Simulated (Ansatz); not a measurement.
System: C, space group P6_3/mmc (No. 194), 8 atoms in the cell. The cell is scaled at fixed shape and fractional positions. At 5.79 Å³/atom, a = 2.539 Å, c = 8.292 Å (hexagonal axes). Ansatz; exchange-only PBE, Ansatz PAW, no spin polarisation, no spin-orbit coupling, 12×12×4 k mesh, 420 eV cutoff.

At 5.79 Å³/atom the lowest conduction levels at the points plotted lie 4.80 eV (M), 5.14 eV (L), 5.28 eV (Γ) and 4.72 eV (the mesh minimum) above the valence top at Γ.

### How does each level move from 5.33 Å³/atom to 6.01 Å³/atom?

M falls by 0.30 eV, L falls by 0.33 eV, Γ falls by 0.28 eV and the mesh minimum falls by 0.32 eV. Straight lines against ln V have slopes of −2.5 eV at M, −2.7 eV at L, −2.3 eV at Γ and −2.7 eV at the mesh minimum.

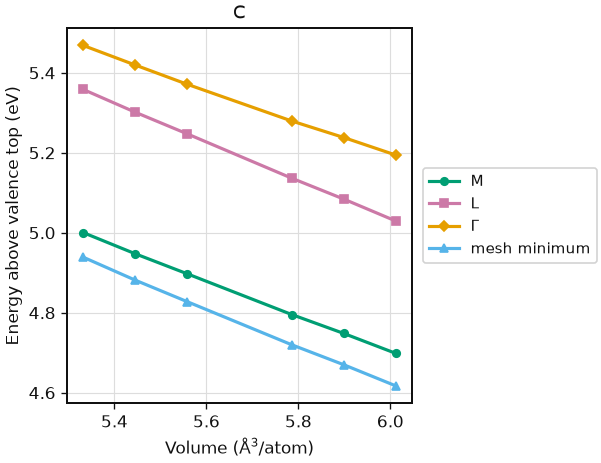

Lowest conduction level at each named k point, counted from the valence-band top at Γ, and the lowest one over the whole k mesh (the mesh minimum, which lies off these points).

| volume | M (eV) | L (eV) | Γ (eV) | mesh minimum (eV) |
| --- | --- | --- | --- | --- |
| 5.33 Å³/atom | 5.00 | 5.36 | 5.47 | 4.94 |
| 5.45 Å³/atom | 4.95 | 5.30 | 5.42 | 4.88 |
| 5.56 Å³/atom | 4.90 | 5.25 | 5.37 | 4.83 |
| 5.79 Å³/atom | 4.80 | 5.14 | 5.28 | 4.72 |
| 5.90 Å³/atom | 4.75 | 5.08 | 5.24 | 4.67 |
| 6.01 Å³/atom | 4.70 | 5.03 | 5.19 | 4.62 |

The PAW data sets were made with another functional. LDA, GGA and most meta-GGA functionals understate gaps. This is a hexagonal form of diamond, not graphite.
